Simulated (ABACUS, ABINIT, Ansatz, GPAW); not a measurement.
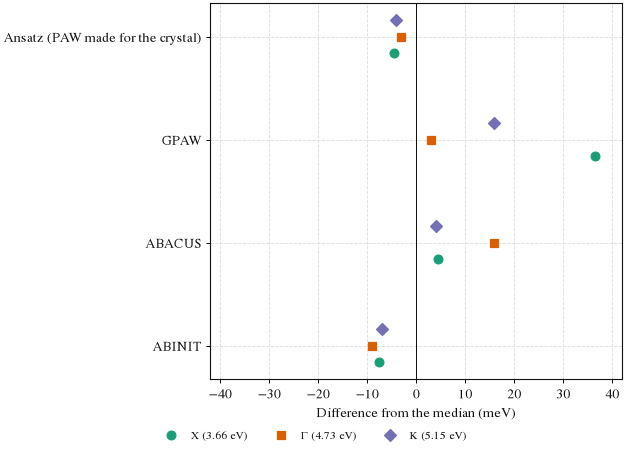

Lowest conduction level at each named k point, counted from the valence-band top at Γ, for rocksalt CaO, space group Fm-3m, 2 atoms in the primitive cell; cubic a = 4.807 Å. Four programs ran PBE (no spin polarisation, no spin-orbit coupling) on the same cell and 8×8×8 k mesh. The plot shows each result less the median of the plane-wave and all-electron runs, which the legend gives.

### What spread should one expect between these programs?

The plane-wave and all-electron programs (ABACUS, GPAW, Ansatz (PAW made for the crystal) and ABINIT) agree within 45 meV at these points.

| program | kind | valence electrons | X (eV) | Γ (eV) | K (eV) |
| --- | --- | --- | --- | --- | --- |
| ABINIT | plane waves | 16 | 3.649 | 4.721 | 5.140 |
| ABACUS | plane waves | 16 | 3.661 | 4.746 | 5.151 |
| GPAW | plane waves | 16 | 3.693 | 4.733 | 5.163 |
| Ansatz (PAW made for the crystal) | all-electron | – | 3.652 | 4.727 | 5.143 |

Settings. JTH PAW PBE v2.0, 626 eV cutoff, Fermi-Dirac smearing of 0.05 eV (ABINIT). GBRV ultrasoft 1.5 PBE, 544 eV cutoff, Fermi-Dirac smearing of 0.05 eV (ABACUS 3.10.1). GPAW PAW data sets (gpaw-data 1.2.1), 600 eV cutoff, Fermi-Dirac smearing of 0.05 eV (GPAW). PAW data sets made for the crystal, Fermi-Dirac smearing of 0.05 eV (Ansatz 0.2.0).

LDA, GGA and most meta-GGA functionals understate gaps. The cell is a database's computed one.
